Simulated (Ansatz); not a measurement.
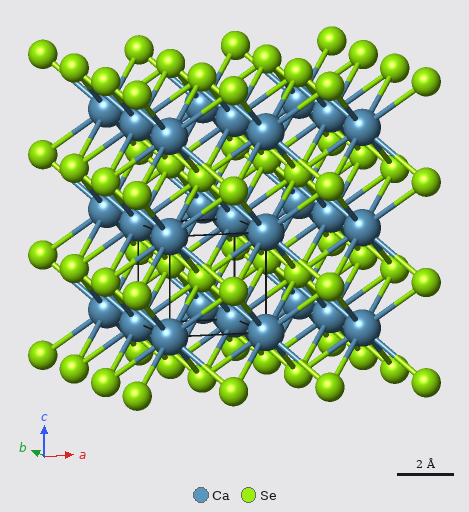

This is the input geometry for a relaxation of solid CaSe (built on the CsCl type). Style: ball-and-stick. Shown: the cell of the calculation, repeated 2 × 2 × 2 with one cell outlined, slightly off an axis.

Level of theory: DFT, PBE, plane waves, PAW in Ansatz 0.2.0.

Input
```yaml
crystal:
  lattice:
    - [3.6802211414, 0.0, 0.0]
    - [0.0, 3.6802211414, 0.0]
    - [0.0, 0.0, 3.6802211414]
  atoms:
    - { symbol: Ca, position: [0.0, 0.0, 0.0] }
    - { symbol: Se, position: [0.5, 0.5, 0.5] }
kpoints:
  mp_grid: { grid: [6, 6, 6] }
hamiltonian:
  xc: pbe
scf:
  occupations: { method: fermi_dirac, width: 0.02 }
relax:
  f_tol: 0.005
  cell: {}
output:
  write_density: true
  write_potential: true
  elf: true
  volumetric_format: npy
```

Launched with:
```bash
ansatz run input.yaml --threads 2 --pin off --max-ram 2211MiB --backend cpu --events-out ev --progress --plain --runs-dir out
```

Q: Where does the relaxation end?

A: The atoms keep their places relative to the cell (all moves are under 0.005 Å). Cell: a = b = c 3.680 → 3.651 Å (−0.8 %). Volume −2.3 %. Among the contacts that change: Ca1–Se2 3.187 → 3.162 Å. The space group stays Pm-3m (No. 221). After 2 accepted moves (3 points after the start) the energy has fallen by 2.1 meV per atom. All forces vanish by symmetry, so only the cell relaxes. Pressure: −1.15 GPa at the start and −0.01 GPa at the end. At 1 point the geometry stayed and the basis and grid were re-selected for the new cell (energy shift of less than 0.05 meV per atom at most each time).

The structure at the end:

```
CELL_PARAMETERS angstrom
3.65124 0.00000 0.00000
0.00000 3.65124 0.00000
0.00000 0.00000 3.65124
ATOMIC_POSITIONS crystal
Ca 0.00000 0.00000 0.00000
Se 0.50000 0.50000 0.50000
```
